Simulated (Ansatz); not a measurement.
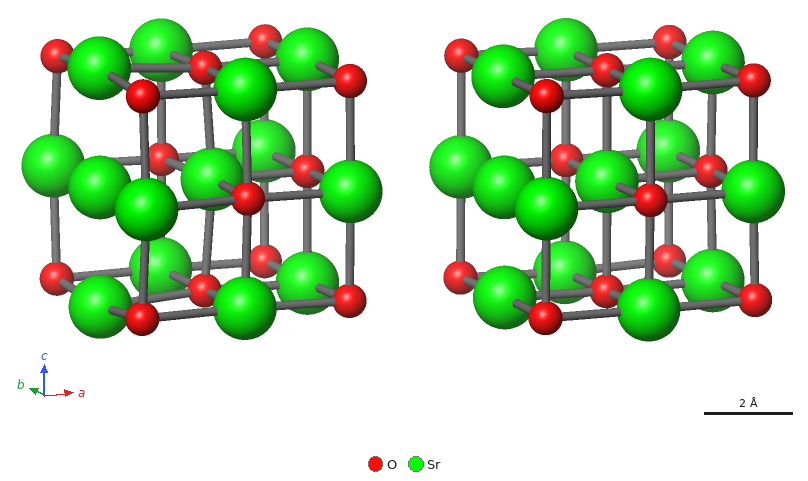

Two geometries of a defect cell of composition O₃₁Sr₃₃, drawn at one scale. One is the start of a relaxation, the other its converged end. Style: ball-and-stick. Shown: the atoms within 5.0 Å of the atom that moves most (axes of the cell of the calculation (origin shifted)), slightly off an axis.

All numbers below come from Ansatz, DFT, PBEsol, PAW, plane waves. (plane-wave cutoff 420 eV; k-point mesh 1 × 1 × 1; mesh shifted by (0.25, 0.25, 0.25); collinear spin; atoms relaxed in a fixed cell; force threshold 0.03 eV/Å; at most 80 steps)

### Which one is relaxed?

The left one is the relaxed one. Over 4 geometry steps the energy falls by 1.933 eV per cell of the calculation. Largest force component: 3.2 eV/Å at the start, 0.017 eV/Å at the end. The atom that moves furthest is a Sr atom (0.24 Å roughly along +a). Largest moves by element: Sr 0.24 Å, O 0.07 Å. The cell doesn't change. Some distances before and after: Sr–Sr 3.563 → 3.911 Å, Sr–Sr 3.592 → 3.917 Å, Sr–Sr 2.527 → 2.775 Å, Sr–Sr 2.557 → 2.777 Å. Among the angles between lasting bonds that change: O–Sr–O 179.1° → 171.8°, O–Sr–O 177.9° → 171.9°, O–Sr–O 89.4° → 94.3°.
